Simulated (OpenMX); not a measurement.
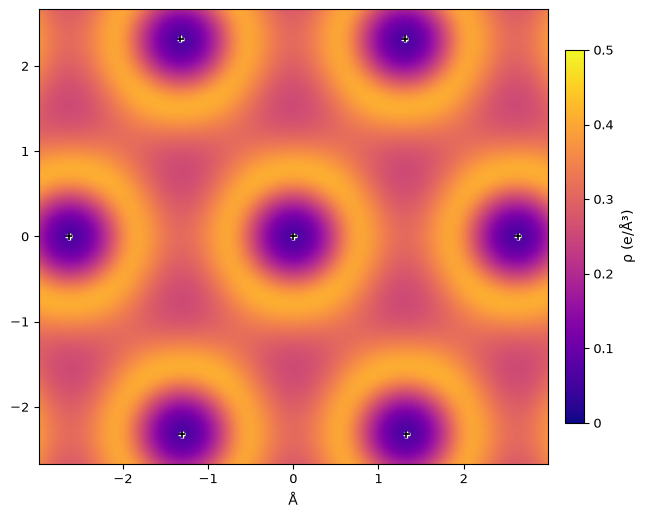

The valence electron density on a plane through atoms (crosses mark nuclei in the plane).

Computed with OpenMX, Kohn-Sham DFT of a periodic cell, PBE, OpenMX 2013 PBE set.

Candidates:
A. Si, a = 2.63 Å, b = 2.64 Å, c = 2.66 Å, α = 60.53°, β = 76.03°, γ = 60.26°. Space group P-1; a structure from a database of computed crystals, not necessarily the ambient phase; changed on purpose from its base cell (cell strained at random at fixed volume); computed pressure about 4 GPa in this cell.
B. AlRu, a = 2.99 Å, b = 4.23 Å, c = 4.23 Å, α = 90.00°, β = 90.00°, γ = 90.00°. Space group Pm; changed on purpose from its base cell (atoms moved at random by about 0.05 A); not relaxed (largest force 0.8 eV/Å); computed pressure about 5 GPa in this cell.
C. O, a = 3.30 Å, b = 3.30 Å, c = 4.03 Å, α = 96.30°, β = 107.78°, γ = 119.51°. Space group P-1; a structure from a database of computed crystals, not necessarily the ambient phase; changed on purpose from its base cell (atoms moved at random by about 0.05 A); computed pressure about −3 GPa in this cell.

> Which system is this?

Candidate A: Si on the (100) plane of the conventional cell, which holds Si. Si–Si (2.66 Å): ρ at the midpoint is about 0.32 e/Å³.
